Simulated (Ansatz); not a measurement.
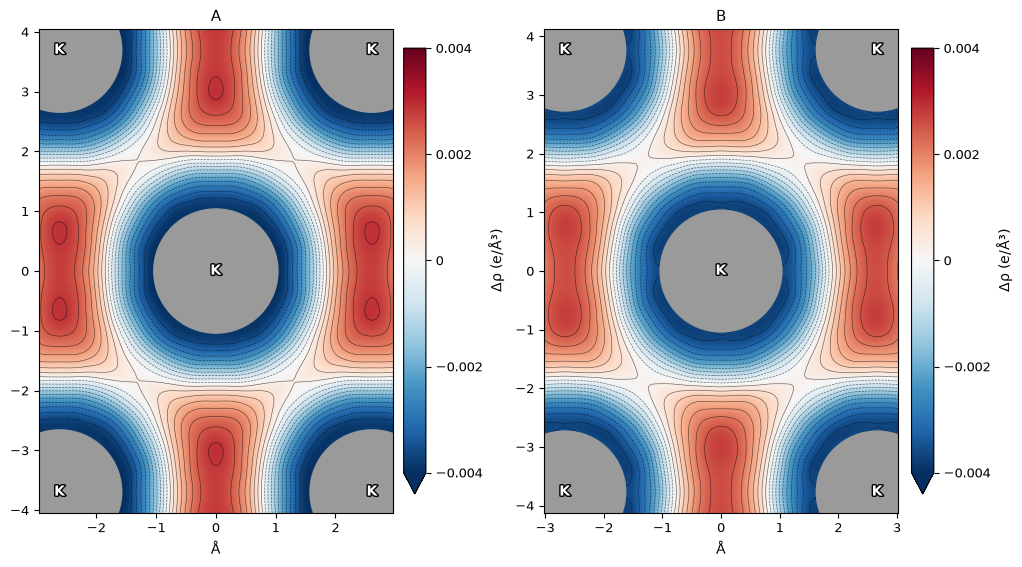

K: deformation density on the (011) plane of the conventional cell at two volumes, with the same fractional coordinates and one colour scale. Grey discs cover the cores. Panel B has 106 % of the volume of panel A.

Space group Im-3m.

The calculation used Ansatz 0.2.0, DFT PBE, scalar-relativistic, plane waves, PAW.

How do bonds, bonding charge and pressure respond to this change of volume?

Answer. The pressure is 0.1 GPa in A and −0.1 GPa in B.
The rearranged charge is 0.07 e an atom in A and 0.07 e in B.

Run times: 2.1 s (base cell) and 2.1 s (scaled cell), on 2 threads of Intel(R) Xeon(R) 6975P-C (Granite Rapids), with other jobs on the host.
